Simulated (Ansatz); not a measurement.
## TiO2: single-point calculation (part 2 of 2)

TiO2 (Pbcn, 48 atoms in the cell); DFT PBE, scalar-relativistic, plane waves, PAW, no spin polarisation (Ansatz 0.2.0); cutoff 420 eV, 2×2×2 k-mesh, Gaussian smearing of 0.05 eV. The structure derives from an entry of the Crystallography Open Database.

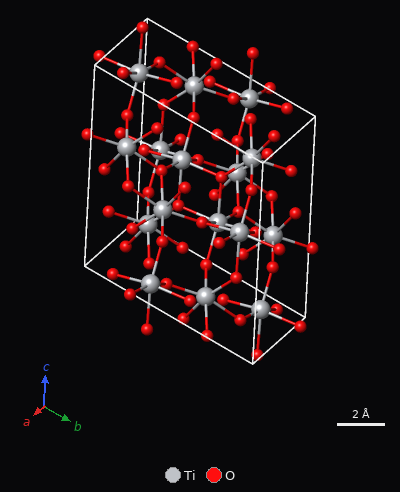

Figure 1. The structure as given in the input (ball-and-stick view of the cell of the calculation, seen slightly off an axis; bonded neighbours outside the cell are drawn too). An atom can appear more than once, as a periodic image.

The program's output, continued
```
  k-point 1: bands = ["-47.2794", "-47.2794", "-47.2685", "-47.2685", "-47.2641", "-47.2641", "-47.2641", "-47.2641", "-47.2596", "-47.2596", "-47.2596", "-47.2596", "-47.2507", "-47.2507", "-47.2487", "-47.2487", "-23.7153", "-23.7153", "-23.6971", "-23.6971", "-23.6971", "-23.6971", "-23.6502", "-23.6502", "-23.6502", "-23.6502", "-23.6409", "-23.6409", "-23.6315", "-23.6315", "-23.6037", "-23.6037", "-23.5707", "-23.5707", "-23.5347", "-23.5347", "-23.5307", "-23.5307", "-23.5269", "-23.5269",
      "-23.5269", "-23.5269", "-23.5027", "-23.5027", "-23.4834", "-23.4834", "-23.4834", "-23.4834", "-23.4724", "-23.4724", "-23.4640", "-23.4640", "-23.4640", "-23.4640", "-23.4550", "-23.4550", "-23.4543", "-23.4543", "-23.4543", "-23.4543", "-23.4479", "-23.4479", "-23.4406", "-23.4406", "-8.4959", "-8.4959", "-7.8840", "-7.8840", "-7.8840", "-7.8840", "-7.8113", "-7.8113", "-7.5660", "-7.5660", "-7.4958", "-7.4958", "-7.4958", "-7.4958", "-7.3595", "-7.3595",
      "-7.2152", "-7.2152", "-7.2152", "-7.2152", "-7.1050", "-7.1050", "-7.0696", "-7.0696", "-7.0696", "-7.0696", "-7.0416", "-7.0416", "-6.9670", "-6.9670", "-6.9336", "-6.9336", "4.3341", "4.3341", "4.3511", "4.3511", "4.3617", "4.3617", "4.3617", "4.3617", "4.6765", "4.6765", "4.7940", "4.7940", "4.8208", "4.8208", "4.8208", "4.8208", "4.9332", "4.9332", "5.0675", "5.0675", "5.0675", "5.0675", "5.2668", "5.2668",
      "5.3065", "5.3065", "5.3065", "5.3065", "5.3663", "5.3663", "5.4354", "5.4354", "5.7725", "5.7725", "5.9588", "5.9588", "5.9588", "5.9588", "5.9609", "5.9609", "6.2522", "6.2522", "6.3472", "6.3472", "6.5117", "6.5117", "6.5852", "6.5852", "6.5852", "6.5852", "6.8207", "6.8207", "6.8207", "6.8207", "7.0295", "7.0295", "7.0295", "7.0295", "7.0882", "7.0882", "7.0884", "7.0884", "7.4730", "7.4730",
      "7.5063", "7.5063", "7.5063", "7.5063", "7.5740", "7.5740", "7.7349", "7.7349", "7.9246", "7.9246", "7.9246", "7.9246", "7.9504", "7.9504", "7.9652", "7.9652", "8.2232", "8.2232", "8.3682", "8.3682", "8.3682", "8.3682", "8.6320", "8.6320", "8.7639", "8.7639", "8.7639", "8.7639", "8.8377", "8.8377", "8.8420", "8.8420", "11.7938", "11.7938", "11.9193", "11.9193", "11.9431", "11.9431", "11.9431", "11.9431",
      "12.1355", "12.1355", "12.1917", "12.1917", "12.2042", "12.2042", "12.2042", "12.2042", "12.3435", "12.3435", "12.5152", "12.5152", "12.5327", "12.5327", "12.5327", "12.5327", "12.6531", "12.6531", "12.7691", "12.7691", "12.7691", "12.7691"]
  k-point 2: bands = ["-47.2766", "-47.2766", "-47.2707", "-47.2707", "-47.2707", "-47.2707", "-47.2635", "-47.2635", "-47.2538", "-47.2538", "-47.2533", "-47.2533", "-47.2530", "-47.2530", "-47.2530", "-47.2530", "-23.7026", "-23.7026", "-23.7011", "-23.7011", "-23.6930", "-23.6930", "-23.6762", "-23.6762", "-23.6668", "-23.6668", "-23.6337", "-23.6337", "-23.6132", "-23.6132", "-23.5918", "-23.5918", "-23.5669", "-23.5669", "-23.5494", "-23.5494", "-23.5381", "-23.5381", "-23.5119", "-23.5119",
      "-23.5101", "-23.5101", "-23.4980", "-23.4980", "-23.4945", "-23.4945", "-23.4905", "-23.4905", "-23.4831", "-23.4831", "-23.4688", "-23.4688", "-23.4669", "-23.4669", "-23.4661", "-23.4661", "-23.4549", "-23.4549", "-23.4490", "-23.4490", "-23.4429", "-23.4429", "-23.4285", "-23.4285", "-8.4174", "-8.4174", "-8.0759", "-8.0759", "-8.0234", "-8.0234", "-7.6078", "-7.6078", "-7.5408", "-7.5408", "-7.4573", "-7.4573", "-7.3961", "-7.3961", "-7.3729", "-7.3729",
      "-7.2641", "-7.2641", "-7.1409", "-7.1409", "-7.1401", "-7.1401", "-7.1233", "-7.1233", "-7.0931", "-7.0931", "-6.9950", "-6.9950", "-6.9873", "-6.9873", "-6.9748", "-6.9748", "4.2986", "4.2986", "4.3512", "4.3512", "4.4930", "4.4930", "4.6163", "4.6163", "4.6289", "4.6289", "4.7468", "4.7468", "4.7671", "4.7671", "4.8236", "4.8236", "4.8281", "4.8281", "4.9549", "4.9549", "5.0808", "5.0808", "5.1888", "5.1888",
      "5.2321", "5.2321", "5.3451", "5.3451", "5.4016", "5.4016", "5.4430", "5.4430", "5.7993", "5.7993", "5.8659", "5.8659", "5.9200", "5.9200", "6.0473", "6.0473", "6.1736", "6.1736", "6.1975", "6.1975", "6.4022", "6.4022", "6.6214", "6.6214", "6.6942", "6.6942", "6.7020", "6.7020", "6.9290", "6.9290", "7.0527", "7.0527", "7.0916", "7.0916", "7.2677", "7.2677", "7.4409", "7.4409", "7.4600", "7.4600",
      "7.4814", "7.4814", "7.5115", "7.5115", "7.6051", "7.6051", "7.7134", "7.7134", "7.7447", "7.7447", "7.8259", "7.8259", "8.0617", "8.0617", "8.1702", "8.1702", "8.1830", "8.1830", "8.2157", "8.2157", "8.4887", "8.4887", "8.5041", "8.5041", "8.6019", "8.6019", "8.7406", "8.7406", "8.7539", "8.7539", "8.9686", "8.9686", "11.8371", "11.8371", "11.9602", "11.9602", "11.9892", "11.9892", "12.0156", "12.0156",
      "12.0782", "12.0782", "12.1153", "12.1153", "12.1874", "12.1874", "12.2010", "12.2010", "12.2519", "12.2519", "12.3415", "12.3415", "12.3950", "12.3950", "12.6912", "12.6912", "12.7567", "12.7567", "12.7932", "12.7932", "12.7945", "12.7945"]
  k-point 4: bands = ["-47.2752", "-47.2752", "-47.2735", "-47.2735", "-47.2663", "-47.2663", "-47.2618", "-47.2618", "-47.2618", "-47.2618", "-47.2574", "-47.2574", "-47.2501", "-47.2501", "-47.2485", "-47.2485", "-23.7092", "-23.7092", "-23.6969", "-23.6969", "-23.6969", "-23.6969", "-23.6884", "-23.6884", "-23.6678", "-23.6678", "-23.6152", "-23.6152", "-23.6077", "-23.6077", "-23.5971", "-23.5971", "-23.5676", "-23.5676", "-23.5394", "-23.5394", "-23.5315", "-23.5315", "-23.5296", "-23.5296",
      "-23.5167", "-23.5167", "-23.4821", "-23.4821", "-23.4821", "-23.4821", "-23.4805", "-23.4805", "-23.4772", "-23.4772", "-23.4746", "-23.4746", "-23.4629", "-23.4629", "-23.4599", "-23.4599", "-23.4595", "-23.4595", "-23.4595", "-23.4595", "-23.4576", "-23.4576", "-23.4380", "-23.4380", "-8.2707", "-8.2707", "-8.0859", "-8.0859", "-8.0665", "-8.0665", "-7.7156", "-7.7156", "-7.7156", "-7.7156", "-7.4687", "-7.4687", "-7.4597", "-7.4597", "-7.3941", "-7.3941",
      "-7.1158", "-7.1158", "-7.1158", "-7.1158", "-7.0663", "-7.0663", "-7.0604", "-7.0604", "-7.0529", "-7.0529", "-7.0525", "-7.0525", "-7.0325", "-7.0325", "-6.9282", "-6.9282", "4.1274", "4.1274", "4.4241", "4.4241", "4.4571", "4.4571", "4.4865", "4.4865", "4.4865", "4.4865", "4.7510", "4.7510", "4.7696", "4.7696", "4.7712", "4.7712", "4.9996", "4.9996", "5.1529", "5.1529", "5.1660", "5.1660", "5.1793", "5.1793",
      "5.1793", "5.1793", "5.1797", "5.1797", "5.4347", "5.4347", "5.4930", "5.4930", "5.7233", "5.7233", "5.8778", "5.8778", "5.9501", "5.9501", "6.2635", "6.2635", "6.2640", "6.2640", "6.2640", "6.2640", "6.4220", "6.4220", "6.4515", "6.4515", "6.7933", "6.7933", "6.9455", "6.9455", "7.0336", "7.0336", "7.1725", "7.1725", "7.1951", "7.1951", "7.2617", "7.2617", "7.2930", "7.2930", "7.2930", "7.2930",
      "7.4709", "7.4709", "7.5286", "7.5286", "7.5374", "7.5374", "7.6809", "7.6809", "7.8368", "7.8368", "7.8368", "7.8368", "7.8957", "7.8957", "7.9621", "7.9621", "7.9693", "7.9693", "8.1980", "8.1980", "8.1980", "8.1980", "8.5662", "8.5662", "8.6945", "8.6945", "8.8219", "8.8219", "8.8991", "8.8991", "9.0127", "9.0127", "11.7661", "11.7661", "11.8661", "11.8661", "12.0215", "12.0215", "12.0876", "12.0876",
      "12.2003", "12.2003", "12.2003", "12.2003", "12.3191", "12.3191", "12.3697", "12.3697", "12.3771", "12.3771", "12.5590", "12.5590", "12.5590", "12.5590", "12.6229", "12.6229", "12.7379", "12.7379", "12.7736", "12.7736", "12.7744", "12.7744"]
```

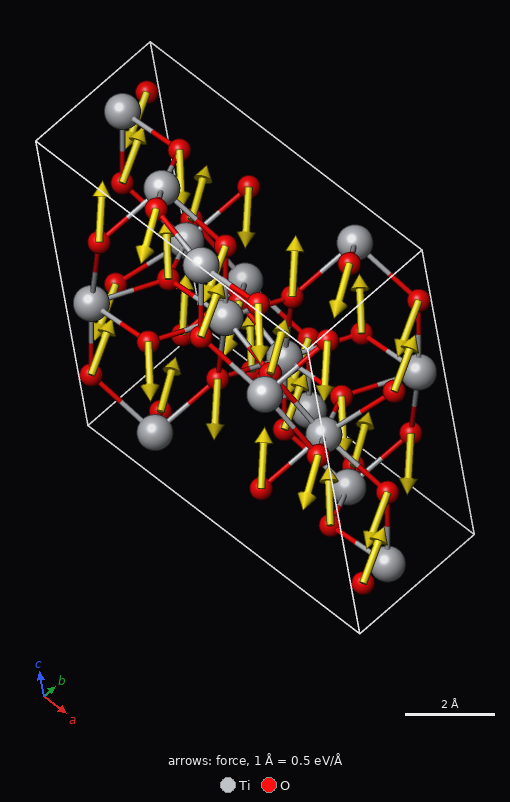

Figure 2. Forces on the atoms as yellow arrows (ball-and-stick view of the cell of the calculation, seen slightly off an axis). The largest act on all 32 O atoms (0.70 eV/Å). Atoms are counted from 1 in the order of the input and aren't labelled in the picture. The geometry is not a stationary point of this energy.

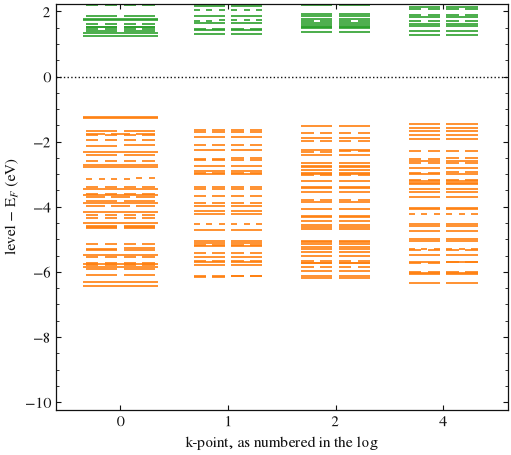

Figure 3. Kohn–Sham levels near the Fermi level (dotted) at the few k-points that the log prints; levels within 0.02 eV of each other stand side by side. Among these points the highest filled and lowest empty levels are 2.48 eV apart, which is the gap on the mesh.
